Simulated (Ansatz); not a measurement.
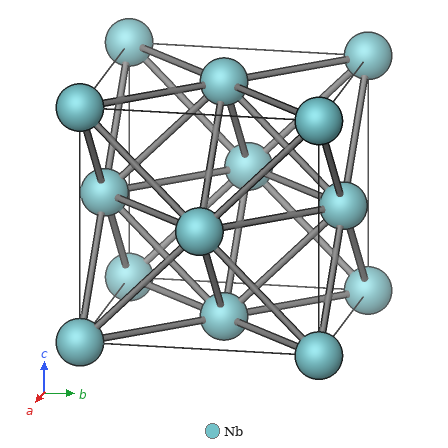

System: Nb, space group Fm-3m (No. 225). The picture shows the conventional cell.

The given structure:
```xyz
1
Lattice="0.0000 2.1064 2.1064 2.1064 0.0000 2.1064 2.1064 2.1064 0.0000" Properties=species:S:1:pos:R:3 pbc="T T T"
Nb    0.0000    0.0000    0.0000
```

Input of one of the runs behind the figure:
```
crystal:
  lattice:
    - [0.0, 2.0851442534, 2.0851442534]
    - [2.0851442534, 0.0, 2.0851442534]
    - [2.0851442534, 2.0851442534, 0.0]
  atoms:
    - { symbol: Nb, position: [0.0, 0.0, 0.0] }
basis:
  ecutwfc: 500
kpoints:
  mp_grid: { grid: [18, 18, 18] }
hamiltonian:
  xc: r2scan
scf:
  occupations: { method: gaussian, width: 0.1 }
output:
  forces: true
  stress: true
  eigenvalues: true
```

Command:
```bash
ansatz run input.yaml --threads 1 --pin off --max-ram 2560MiB --backend cpu --events-out ev --progress --plain --runs-dir out
```

Method: third-order Birch-Murnaghan fit to density functional energies at scaled volumes of the given relaxed cell, shape and atoms relaxed at each volume; energies count from the fitted minimum; plane waves with PAW datasets, Γ-centred k mesh (Ansatz 0.2.0). Level: r2SCAN, no spin polarisation.

```
       setting     value
   wave cutoff    500 eV
        k mesh  18×18×18
   occupations  Gaussian
smearing width    0.1 eV
```

Describe the result: the energy above the minimum and pressure against volume. The volume takes the values 16.449, 17.010, 17.571, 18.132, 18.692, 19.253, 19.814, 20.562 Å³/atom.

A third-order Birch–Murnaghan fit gives V0 = 18.69 Å³/atom, B0 = 169 GPa and B′ = 3.4. The energy above the minimum is 171.1 meV/atom at volume 16.449 Å³/atom and 85.8 meV/atom at 20.562 Å³/atom; the lowest computed point is at volume 18.692 Å³/atom (0.0 meV/atom), in a single well. The pressure falls from 26.80 GPa at volume 16.449 Å³/atom to −13.59 GPa at 20.562 Å³/atom, and changes sign near 18.69 Å³/atom. The solid is metallic at every point.

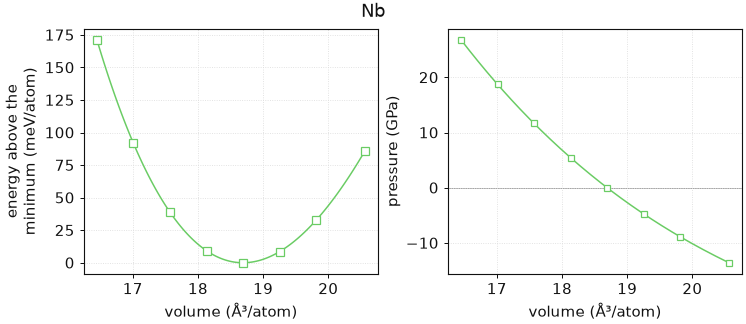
